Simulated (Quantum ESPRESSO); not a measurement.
# MnO: 7 runs along one coordinate

System: MnO (2 atoms in the cell).
Method: Kohn-Sham DFT of a periodic cell, rev-vdW-DF2, PseudoDojo 0.4.1 SR PBE standard, spin-polarised (Quantum ESPRESSO 7.5).

The 7 runs differ only in the geometry, by an even scaling of the cell at fixed fractional positions. The structure derives from a Materials Project entry.

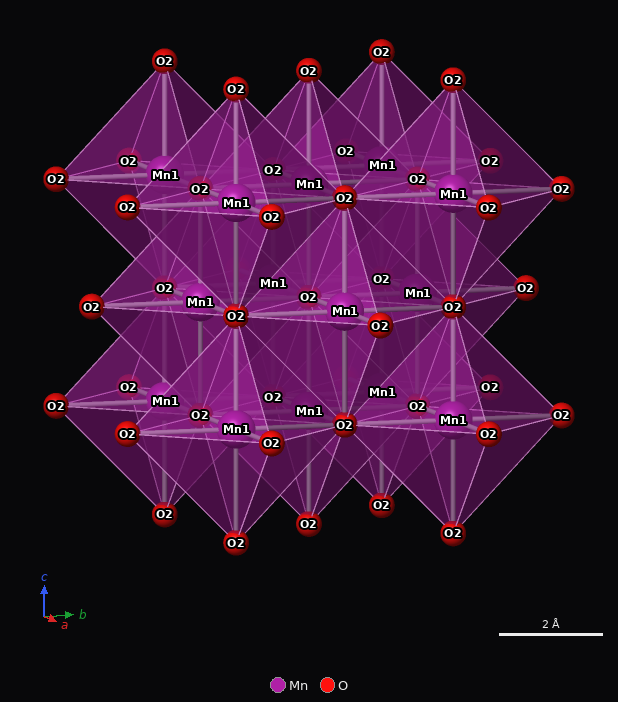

Figure 1. The structure of run 4 (polyhedral view of the cell 4 times as large as that of the calculation, set on its symmetry axes, seen slightly off an axis; polyhedra are completed across the faces of the cell; atoms are numbered from 1 in the order of the input).

## Input of run 4
```
&CONTROL
  calculation = 'scf'
  prefix = 'pwscf'
  outdir = './tmp'
  pseudo_dir = './pseudo'
  tprnfor = .true.
  tstress = .true.
  disk_io = 'nowf'
/
&SYSTEM
  ibrav = 0
  nat = 2
  ntyp = 2
  ecutwfc = 96
  nbnd = 20
  input_dft = 'vdw-df2-b86r'
  occupations = 'smearing'
  smearing = 'fd'
  degauss = 0.00367493
  nspin = 2
  starting_magnetization(1) = 0.2667
  starting_magnetization(2) = 0
/
&ELECTRONS
  conv_thr = 4d-10
  electron_maxstep = 120
  mixing_beta = 0.3
/
ATOMIC_SPECIES
Mn    54.9380 Mn.upf
O     15.9990 O.upf
CELL_PARAMETERS angstrom
   0.0000000000    2.2239077028    2.2239077028
   2.2239077028    0.0000000000    2.2239077028
   2.2239077028    2.2239077028    0.0000000000
ATOMIC_POSITIONS crystal
Mn     0.0000000000    0.0000000000    0.0000000000
O      0.5000000000    0.5000000000    0.5000000000
K_POINTS automatic
8 8 8 0 0 0
```

Command:
```bash
OMP_NUM_THREADS=1 pw.x -in pw.in > pw.out
```

Lattice vectors (Å) and fractional positions of run 4:
```
   0.000000    2.223908    2.223908
   2.223908    0.000000    2.223908
   2.223908    2.223908    0.000000
Mn  0.000000  0.000000  0.000000
O   0.500000  0.500000  0.500000
```

Run 2 differs from it as follows:
```diff
-   0.0000000000    2.2239077028    2.2239077028
-   2.2239077028    0.0000000000    2.2239077028
-   2.2239077028    2.2239077028    0.0000000000
+   0.0000000000    2.1938512115    2.1938512115
+   2.1938512115    0.0000000000    2.1938512115
+   2.1938512115    2.1938512115    0.0000000000
```

## Results, with one run withheld

| run | volume per atom (Å³) | free energy per atom, from the lowest run given (meV) | pressure (GPa) |
| --- | --- | --- | --- |
| 1 | 10.339 | 0.56 | 3.17 |
| 2 | 10.559 | ? | ? |
| 3 | 10.779 | 0.00 | −2.14 |
| 4 | 10.999 | 4.12 | −3.89 |
| 5 | 11.219 | 10.74 | −5.84 |
| 6 | 11.439 | 20.12 | −7.86 |
| 7 | 11.659 | 32.23 | −9.80 |

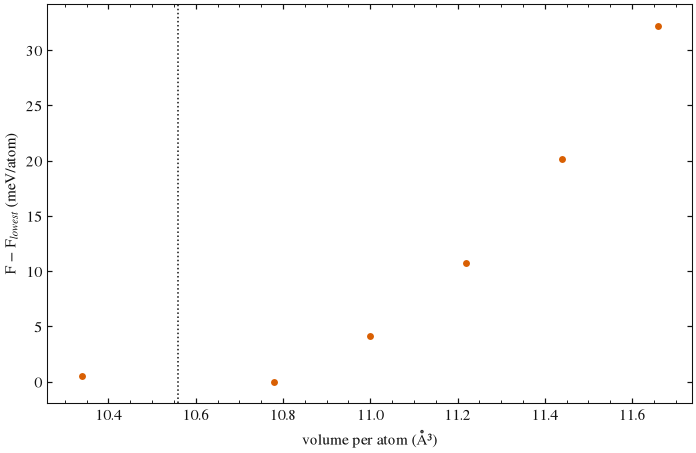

Figure 2. Free energy per atom of the runs given; the dotted line marks run 2.

Estimate the energy of run 2 from the others.

A cubic polynomial in V^(−2/3) (the Birch–Murnaghan form), fitted to the 6 runs given, misses them by at most 0.09 meV per atom. With x = V^(−2/3) − 0.20147 Å⁻², it reads F = 5.5687 − 2280.3 x + 2.0616e+05 x² − 1.9588e+06 x³ (meV per atom). At run 2 it gives −1.10 meV per atom, and the run itself gives −1.51. The slope of the fit gives a pressure −dF/dV of 0.18 GPa there, and the run prints −0.01 GPa. The two needn't agree exactly: the fit is approximate, and the printed stress is taken on a finite basis. The fit has its minimum at 10.578 Å³ per atom, where V d²F/dV² gives 98.9 GPa: the bulk modulus at this level, since symmetry fixes the shape and the positions.

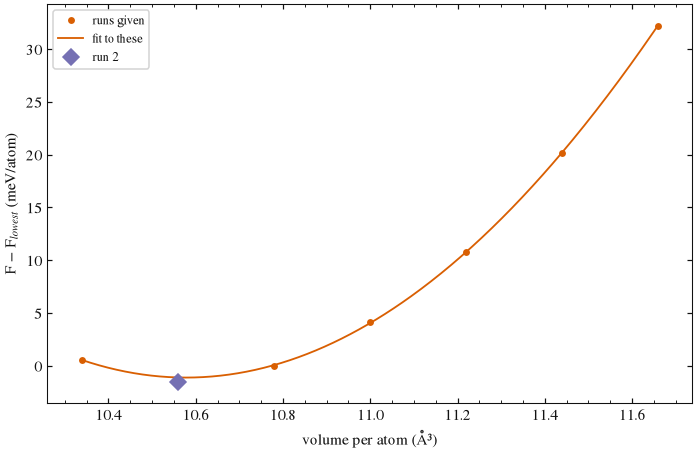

Figure 3. The fit and the withheld run.

## Some lines of the output (run 2)
```
[...]
     total energy              =    -250.87296906 Ry
     total energy              =    -250.87532963 Ry
     total energy              =    -250.87563448 Ry
     total energy              =    -250.87565942 Ry
     total energy              =    -250.87566593 Ry
     total energy              =    -250.87566736 Ry
     total energy              =    -250.87566782 Ry
     total energy              =    -250.87566788 Ry
     total energy              =    -250.87566789 Ry
     the Fermi energy is    13.9205 ev
!    total energy              =    -250.87566789 Ry
     The total energy is F=E-TS. E is the sum of the following terms:
     Computing stress (Cartesian axis) and pressure
          total   stress  (Ry/bohr**3)                   (kbar)     P=       -0.08
```

Notes: The record of the run, not the program, notes: potentials made for another functional. Points of doubt noted for this run: potentials made for another functional.
